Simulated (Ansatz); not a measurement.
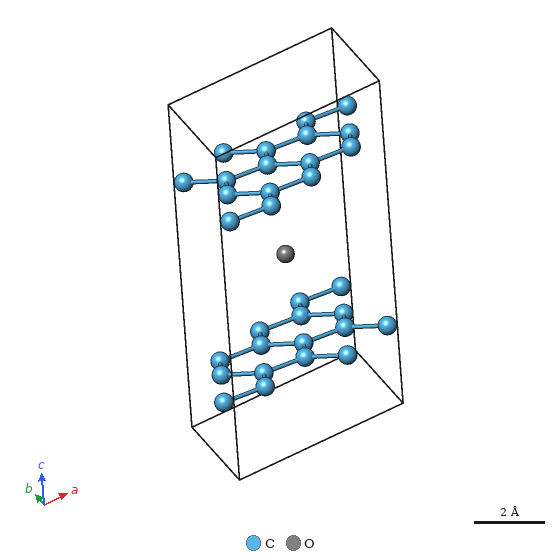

The figure gives a ball-and-stick picture of the atoms, viewed slightly off an axis. The frame is the supercell; atoms at its boundary are shown with their periodic copies. The host is C, in a cell of 28 sites, and the cell is neutral.

Describe the defect.

An interstitial oxygen atom. It is bonded to no bonds drawn.

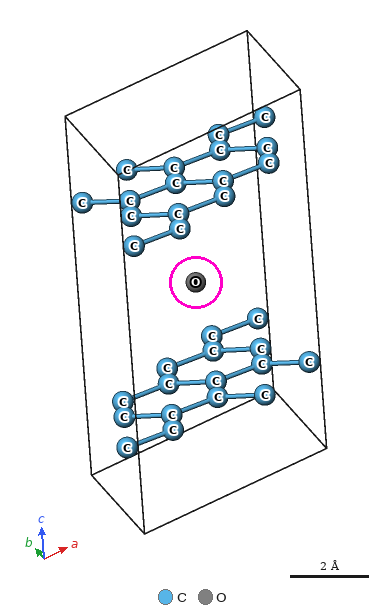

The same cell with a ring at the defect's site.

The atoms were relaxed in the host's cell with DFT PBE, scalar-relativistic, plane waves, PAW (Ansatz 0.2.0).
